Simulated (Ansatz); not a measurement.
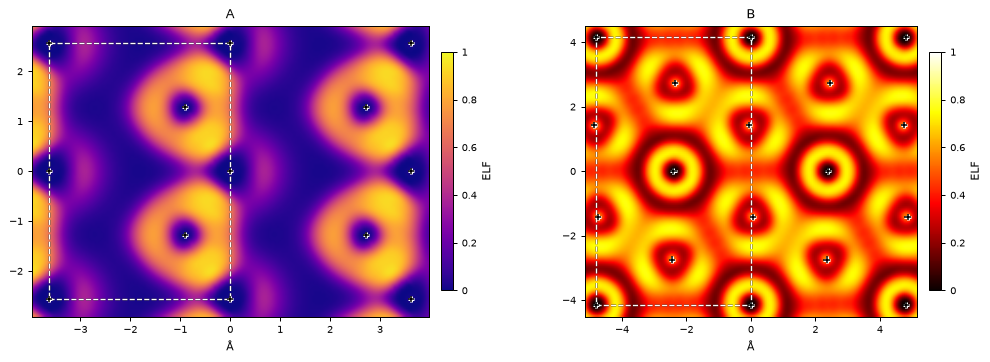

The ELF of 2 systems, each on a plane through atoms (crosses mark nuclei in the plane).

All numbers below come from Ansatz, DFT PBE, scalar-relativistic, plane waves, PAW.

System 1: BN, the (011) plane of the conventional cell. Space group F-43m; a structure from a database of computed crystals, not necessarily the ambient phase.

```
B N
1.0
     3.62470    0.00000    0.00000
     0.00000    0.00000   -3.62470
     0.00000    3.62470    0.00000
B N
4 4
Cartesian
  1.8123 0.0000 -1.8123
  0.0000 1.8123 -1.8123
  0.0000 0.0000 0.0000
  1.8123 1.8123 0.0000
  2.7185 0.9062 -2.7185
  0.9062 2.7185 -2.7185
  0.9062 0.9062 -0.9062
  2.7185 2.7185 -0.9062
```

System 2: TaSi2, the (001) plane of the conventional cell. Space group C222; not relaxed (largest force 1.6 eV/Å); computed pressure about 3 GPa in this cell.

```
CELL_PARAMETERS angstrom
2.40285 4.16186 0.00000
-7.20856 4.16186 0.00000
0.00000 0.00000 13.04469
ATOMIC_POSITIONS crystal
Ta 0.75000 0.25000 0.57854
Ta 0.25000 0.75000 0.57854
Ta 0.75000 0.25000 0.08429
Ta 0.25000 0.75000 0.08429
Ta 0.50000 0.00000 0.74713
Ta 0.00000 0.50000 0.74713
Ta 0.50000 0.00000 0.25287
Ta 0.00000 0.50000 0.25287
Ta 0.25000 0.25000 0.42146
Ta 0.75000 0.75000 0.42146
Ta 0.25000 0.25000 0.91571
Ta 0.75000 0.75000 0.91571
Si 0.23838 0.07946 0.57854
Si 0.73838 0.57946 0.57854
Si 0.23838 0.07946 0.08429
Si 0.73838 0.57946 0.08429
Si 0.00000 0.15892 0.74713
Si 0.50000 0.65892 0.74713
Si 0.00000 0.15892 0.25287
Si 0.50000 0.65892 0.25287
Si 0.76162 0.07946 0.42146
Si 0.26162 0.57946 0.42146
Si 0.76162 0.07946 0.91571
Si 0.26162 0.57946 0.91571
Si 0.26162 0.42054 0.57854
Si 0.76162 0.92054 0.57854
Si 0.26162 0.42054 0.08429
Si 0.76162 0.92054 0.08429
Si 0.50000 0.34108 0.74713
Si 0.00000 0.84108 0.74713
Si 0.50000 0.34108 0.25287
Si 0.00000 0.84108 0.25287
Si 0.73838 0.42054 0.42146
Si 0.23838 0.92054 0.42146
Si 0.73838 0.42054 0.91571
Si 0.23838 0.92054 0.91571
```

Match each panel to its system.

Panel A is system 1, BN: the plane holds B and N. B–N (1.57 Å): the ELF peaks at about 0.95 between the atoms (a shared but strongly polarised pair). Panel B is system 2, TaSi2: the plane holds Ta and Si.
